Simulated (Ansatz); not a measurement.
System: C.

Input

```
crystal:
  lattice:
    - [0.0, 1.4231666446, -3.3613878322]
    - [-2.4649969361, 0.0, 0.0]
    - [2.4649969361, 10.2384259762, 1.7976584777]
  atoms:
    - { symbol: C, position: [0.1499612843, 0.4409704108, 0.8409704108] }
    - { symbol: C, position: [0.7347956273, 0.6646645635, 0.0646645635] }
    - { symbol: C, position: [0.8385870415, 0.3587410253, 0.2587410253] }
    - { symbol: C, position: [-0.0576215442, 1.0528174871, 0.4528174871] }
    - { symbol: C, position: [0.04616987, 0.746893949, 0.646893949] }
    - { symbol: C, position: [0.7689957869, 0.2294118983, 0.1294118983] }
    - { symbol: C, position: [-0.1272127988, 0.9234883602, 0.3234883602] }
    - { symbol: C, position: [-0.0234213846, 0.617564822, 0.517564822] }
    - { symbol: C, position: [0.0803700297, 1.3116412838, 0.7116412838] }
    - { symbol: C, position: [0.1841614439, 1.0057177457, 0.9057177457] }
basis:
  ecutwfc: 520.0
kpoints:
  mp_grid: { grid: [7, 11, 3] }
hamiltonian:
  xc: pbe
  dispersion: d3bj
scf:
  occupations: { method: gaussian, width: 0.05 }
output:
  forces: true
  stress: true
  eigenvalues: true
  write_density: true
  write_potential: true
  elf: true
  volumetric_format: npy
```

Run with:

```sh
ansatz run input.yaml --threads 2 --pin off --max-ram 4096MiB --backend cpu --events-out ev --progress --plain --runs-dir out
```

Below, planes, directions and counts refer to the conventional cell (a = 3.65 Å, b = 2.46 Å, c = 10.21 Å, α = 90.00°, β = 97.39°, γ = 90.00°).

Space group P2₁/m; not relaxed (largest force 1.3 eV/Å).

The calculation used Ansatz, DFT PBE+D3(BJ), scalar-relativistic, plane waves, PAW.

What can the converged valence pseudo-density and electron localisation function tell about the bonding?

C–C (1.42 Å): the density is about 2 e/Å³ at the midpoint; the ELF peaks at about 0.95 between the atoms.

Does the calculation give a band gap?

It is metallic or semimetallic at this level of theory: no gap opens.

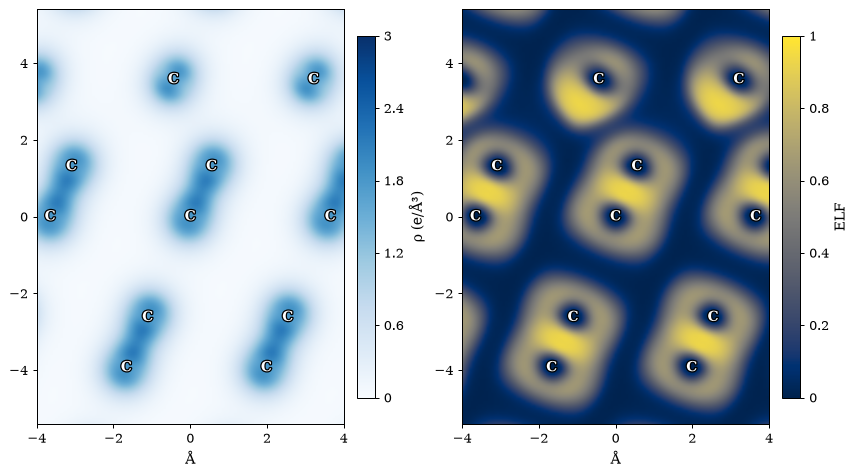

Computed valence pseudo-density and electron localisation function on the (010) plane of the conventional cell, in this order. 
